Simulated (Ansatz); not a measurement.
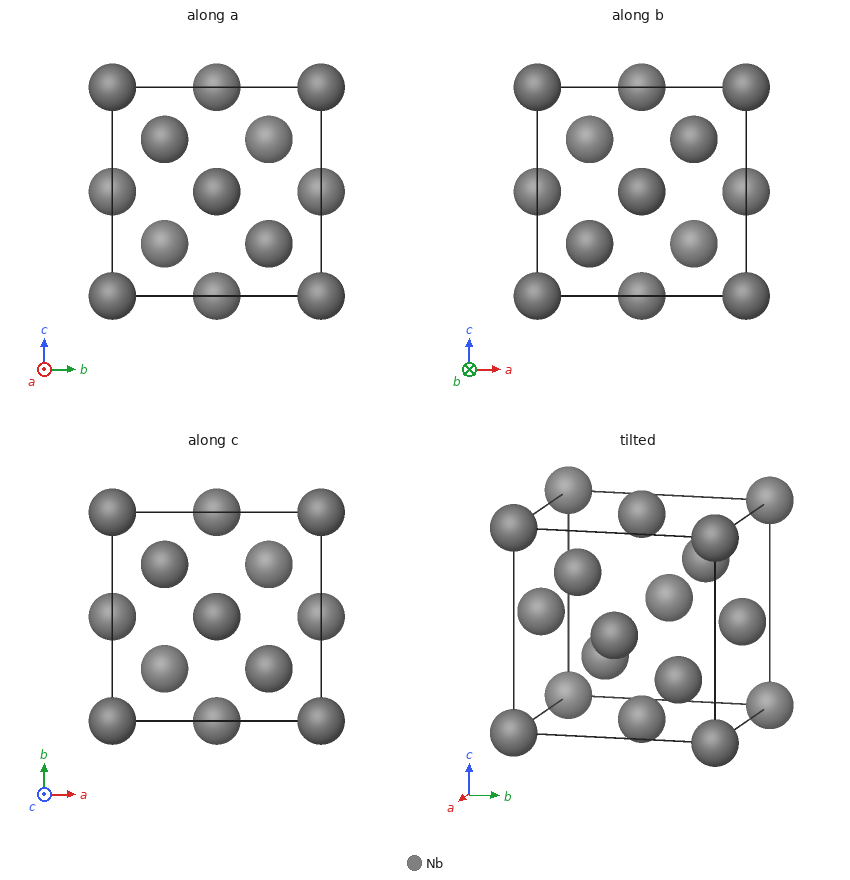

The figure gives a spheres-only picture of the atoms, viewed along the a axis, along the b axis, along the c axis and slightly off an axis. The edges of the conventional unit cell are marked.

Lattice parameters: a = 6.2764 Å, b = 6.2764 Å, c = 6.2764 Å, α = 90.000°, β = 90.000°, γ = 90.000°.

Question: Record the structure as a CIF in P1 with every atom of the cell.

Answer:
```cif
data_structure
_symmetry_space_group_name_H-M 'P 1'
_symmetry_Int_Tables_number 1
_cell_length_a 6.2764
_cell_length_b 6.2764
_cell_length_c 6.2764
_cell_angle_alpha 90.000
_cell_angle_beta 90.000
_cell_angle_gamma 90.000
_cell_volume 247.24
loop_
_atom_site_label
_atom_site_type_symbol
_atom_site_fract_x
_atom_site_fract_y
_atom_site_fract_z
_atom_site_occupancy
Nb1 Nb 0.7500 0.7500 0.2500 1
Nb2 Nb 0.0000 0.5000 0.5000 1
Nb3 Nb 0.7500 0.2500 0.7500 1
Nb4 Nb 0.0000 0.0000 0.0000 1
Nb5 Nb 0.2500 0.7500 0.7500 1
Nb6 Nb 0.5000 0.5000 0.0000 1
Nb7 Nb 0.2500 0.2500 0.2500 1
Nb8 Nb 0.5000 0.0000 0.5000 1
```

The structure comes from a structure type filled with this element by a generator (whether the element takes this form wasn't checked). Earlier steps of the study may have refined or changed the cell and positions. It went into a calculation with Ansatz.

At this level of theory the cell isn't at rest (stretched, at -5 GPa), so its distances can differ from those at equilibrium, the more so the softer the solid.
